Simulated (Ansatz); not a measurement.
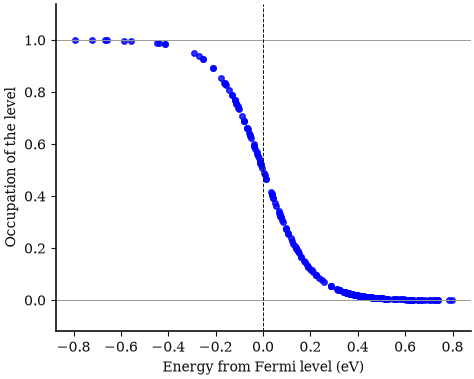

Occupations of the one-electron levels of the k mesh against their energy, from a run on Tb, space group Im-3m (No. 229), 1 atom in the cell, with Ansatz.

> Name the smearing function and its width.

Fermi-Dirac smearing with a width of 0.1 eV. The occupations stay between 0 and 1 and have long exponential tails; the slope at the Fermi level is 1/(4 × width).
